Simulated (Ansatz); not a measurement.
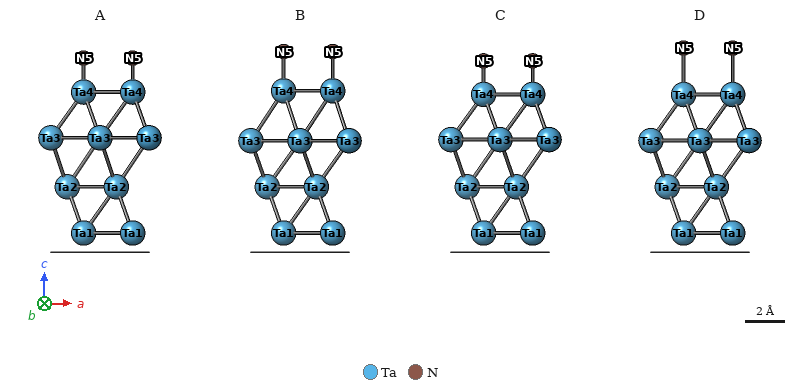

4 geometries from one constrained relaxation of a slab of composition Ta4N (cut from the Fm-3m phase), in shuffled order. A ball-and-stick model of the 2 × 2 repeat of the cell, outlined in the plane, without the vacuum, seen along the b axis.

Case: N put at a top Ta site. The slab is the (1 1 1) face of Ta with N on it. 2 atoms are held fixed.

All numbers below come from DFT PBEsol, scalar-relativistic, plane waves, PAW (Ansatz 0.2.0). Set-up: plane-wave cutoff 420 eV; k-point mesh 12 × 12 × 1; occupations gaussian; smearing width 0.1 eV; no spin polarisation; dipole correction; atoms relaxed in a fixed cell; force threshold 0.03 eV/Å; at most 70 steps.

> Order the frames from highest to lowest energy.

D, B, A, C. They are steps 0, 1, 3, 5, at +2.271 eV per cell of the calculation, +0.783 eV per cell of the calculation, +26.5 meV per cell of the calculation relative to the last. N5 moves most: 0.66 Å along the normal (−c). Largest moves by element: N 0.66 Å, Ta 0.05 Å. The cell stays as it was. Among the contacts that change: Ta4–N5 2.420 → 1.747 Å, Ta2–Ta3 2.951 → 2.992 Å, Ta3–Ta4 2.942 → 2.908 Å. The energy falls by 2.271 eV per cell of the calculation in 5 geometry steps. The largest force component goes from 4.4 to 0.012 eV/Å. The run took 51 s on 2 threads of Arm Neoverse V1 (shared host), peak memory 0.46 GiB.

Limits of the set-up: the cell has an odd number of electrons but was run without spin polarisation; the periodic images lie only 3.0 Å apart, so the values are limited by the cell's size.
